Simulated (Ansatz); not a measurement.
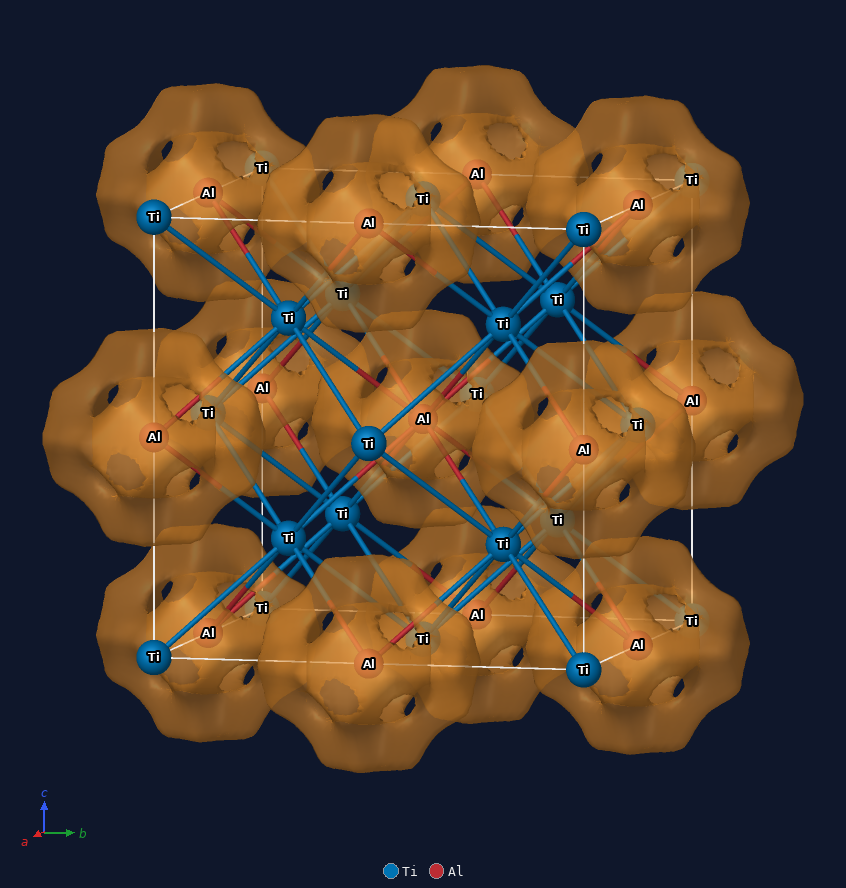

Figure. Ti3Al. Isosurface of the electron localisation function at 0.6 (orange), seen slightly off an axis. Core shells and regions of very low density are left out. Sticks mark near contacts.

Space group Fm-3m; a structure from a database of computed crystals, not necessarily the ambient phase; computed without spin polarisation.

Computed with DFT PBE, plane waves, PAW (Ansatz 0.2.0).

Core electrons are frozen (PAW), and the valence fields are smoothed inside the atomic spheres.

Describe the localisation domains.

Answer. The surface consists of four regions wrapped around Al (the valence shell of each), counted in one cell of 16 atoms. Any copies at cell faces, edges or corners count once. Profiles from the grid: Ti–Ti (2.80 Å): the ELF is about 0.20 at the midpoint: no shared electron pair shows on this line. Ti–Al (2.80 Å): the ELF is about 0.30 at the midpoint.

Metal or insulator at this level of theory?

Answer. It is metallic or semimetallic at this level of theory: no gap opens.
